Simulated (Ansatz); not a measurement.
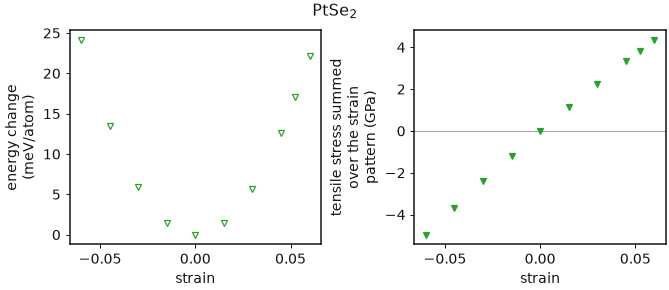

The picture above shows the energy change and tensile stress summed over the strain pattern against strain for PtSe₂, space group P-3m1 (No. 164).

Starting cell:
```
CELL_PARAMETERS angstrom
3.75166 0.00000 0.00000
-1.87583 3.24903 0.00000
0.00000 0.00000 6.52688
ATOMIC_POSITIONS crystal
Pt 0.00000 0.00000 0.00000
Se 0.33333 0.66667 0.20019
Se 0.66667 0.33333 0.79981
```

Computed with Ansatz 0.2.0: homogeneous strain of a crystal along one Voigt pattern with engineering shear, fractional coordinates fixed, by plane-wave density functional theory with PAW datasets, free energies less that of the undisturbed cell; scalar-relativistic. Level: PBE, no spin polarisation.

```
       setting                                                          value
   wave cutoff                                                         420 eV
        k mesh                                                        12×12×4
   occupations                                                       Gaussian
smearing width                                                        0.05 eV
       k shift                                         (0, 0, 0) (mesh steps)
         start                                                        relaxed
strain pattern  (0, 0, 1, 0, 0, 0) (xx yy zz yz xz xy with engineering shear)
```

Is the given structure stable along this path?

Answer. Yes: the energy rises on both sides of the starting structure, which is therefore a minimum along this path.

How does the tensile stress summed over the strain pattern vary with strain?

Answer. It rises from −4.960 GPa at strain −0.0600 to 4.349 GPa at 0.0600, and changes sign near 0.000.

Which elastic constant follows from the slope of the stress, and how large is it?

Answer. The slope of stress against strain at the start, which at zero pressure is the clamped-ion constant C33, is 77.8 GPa.
